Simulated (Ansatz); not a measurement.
System: BN, space group F-43m (No. 216) (cell built by us, not taken from a database).

Starting cell:
```
CELL_PARAMETERS angstrom
0.00000 1.81235 1.81235
1.81235 0.00000 1.81235
1.81235 1.81235 0.00000
ATOMIC_POSITIONS crystal
B 0.00000 0.00000 0.00000
N 0.25000 0.25000 0.25000
```

Calculation (Ansatz 0.2.0): periodic Kohn-Sham DFT of a crystal at fixed atoms, scaled to the stated factor times the given cell; pressure positive in compression, energy less spherical unpolarised free atoms. Level: PBE.

- method: all-electron LAPW
- relativity: scalar
- k mesh: 16×16×16
- occupations: Fermi–Dirac
- smearing width: 0.03 eV
- basis error target: 0.25 (meV/atom)
- nucleus: Gaussian

V(given) is 5.95 Å³/atom.

Predict the energy less free atoms and pressure against V/V(given). The V/V(given) takes the values 0.96, 0.98, 1.00, 1.02, 1.04.

A third-order Birch–Murnaghan fit gives V0 = 5.95 Å³/atom, B0 = 371 GPa and B′ = 4.0. The energy less free atoms is −8.7188 eV/atom at V/V(given) 0.96 and −8.7201 eV/atom at 1.04; the lowest computed point is at V/V(given) 1.00 (−8.7305 eV/atom). The pressure falls from 16.4 GPa at V/V(given) 0.96 to −13.6 GPa at 1.04, and changes sign near 1.00.

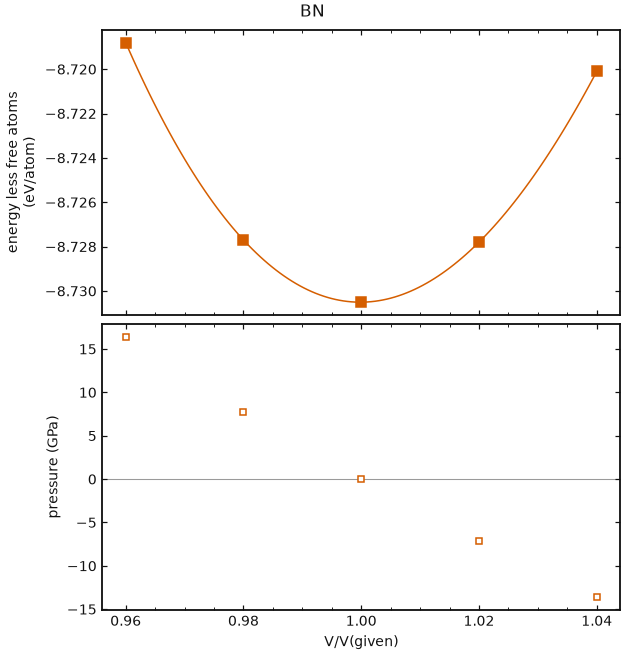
